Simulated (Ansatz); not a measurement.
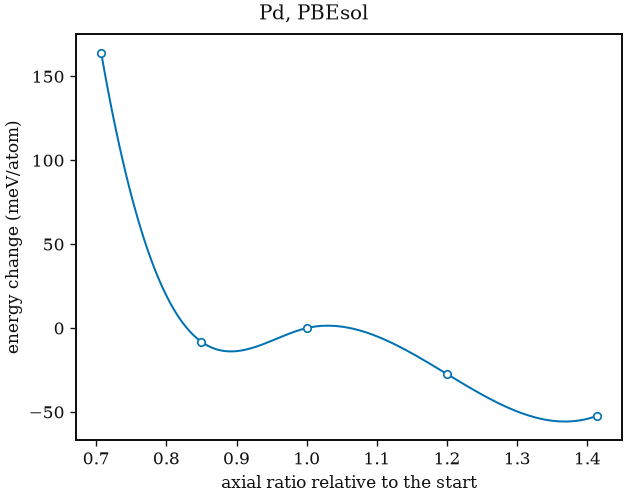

The figure shows the energy change against relative axial ratio for Pd, space group Im-3m (No. 229).

The given structure:
```xyz
1
Lattice="-1.5723 1.5723 1.5723 1.5723 -1.5723 1.5723 1.5723 1.5723 -1.5723" Properties=species:S:1:pos:R:3 pbc="T T T"
Pd    0.0000    0.0000    0.0000
```

How it was computed, with Ansatz 0.2.0: deformation of a crystal at fixed volume, lengths along the axis scaled against those across it, fractional coordinates fixed, by plane-wave density functional theory with PAW datasets, free energies less that of the undisturbed cell, pressure positive in compression; scalar-relativistic. Level: PBEsol, no spin polarisation.

| setting | value |
| --- | --- |
| wave cutoff | 420 eV |
| k mesh | 24×24×24 |
| occupations | Gaussian |
| smearing width | 0.15 eV |
| k shift | (0, 0, 0) (mesh steps) |
| start | as given |
| path | tetragonal |
| axis direction | (0, 0, 1) (Cartesian unit vector) |

From this curve and the settings, what does the calculation give for the pressure at the same points?

The pressure falls from −1.800 GPa at relative axial ratio 0.707 to −11.171 GPa at 1.414.

| axial ratio relative to the start | pressure (GPa) |
| --- | --- |
| 0.707 | −1.800 |
| 0.850 | −9.559 |
| 1.000 | −9.862 |
| 1.200 | −10.486 |
| 1.414 | −11.171 |

Note: reference crystal is not relaxed.
